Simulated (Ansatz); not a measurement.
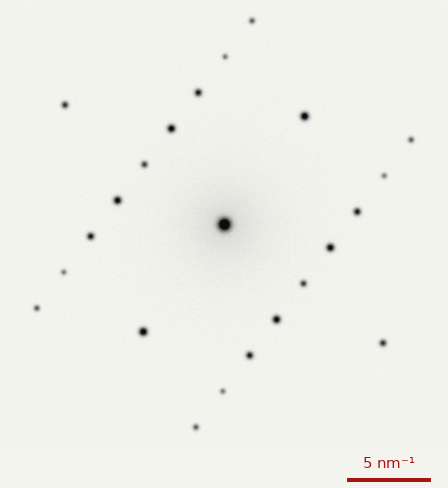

The pattern is a kinematic simulation for 100 kV electrons (no multiple scattering; isotropic B = 0.3 Å²).

It belongs to Ru, space group P6/mmm (No. 191), a = 4.270 Å, c = 2.683 Å (hexagonal axes). Structure: the end point of a relaxation with DFT, PBE, plane waves (420 eV) with PAW, scalar-relativistic in Ansatz; the starting structure was generated, so it need not be a known form of this composition.

Q: Determine the zone axis from the geometry of the pattern.

A: The spots form a rectangular net whose two shortest vectors correspond to d = 3.70 Å and 1.67 Å, 90.0° apart. They index as 0 -1 0 (itself too weak to see) and -2 1 1, so the zone axis is ±[102] (or an equivalent direction of <102>).

Q: Which reflections of this zone are missing, and why?

A: Reflections such as 0 1 0, 0 2 0, 0 4 0 are allowed but too weak to see at this display level.

Q: List the strongest reflections.

A: Strongest reflections with d > 0.80 Å, one of each family (|F|² from tabulated Gaussian fits of the electron scattering factors, times a small damping for the curvature of the Ewald sphere):

```tsv
hkl	d (Å)	I (strongest = 100)
0 3 0	1.233	100
2 0 -1	1.522	75
2 1 -1	1.240	45
4 -2 -2	0.835	29
2 -1 -1	1.671	23
2 3 -1	0.809	12
```
